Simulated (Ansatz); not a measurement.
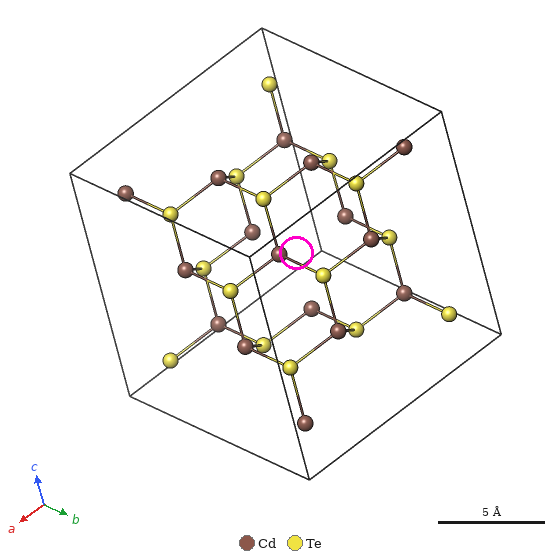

Shown here is a ball-and-stick view of the crystal, taken from a general direction. The lines enclose the supercell; boundary atoms appear with their images. The host is CdTe, in a cell of 32 sites, and the cell is neutral. A ring marks the defect's site.

Which defect is modelled here, and what are its neighbours?

Answer. A tellurium vacancy. Around the empty site lie four Cd at about 2.8 to 2.9 Å.

It derives from a structure listed in the Materials Project, repeated into a supercell with a point defect put in. Earlier steps of the study may have refined or changed the cell and positions. It was set up as input for a calculation with Ansatz.
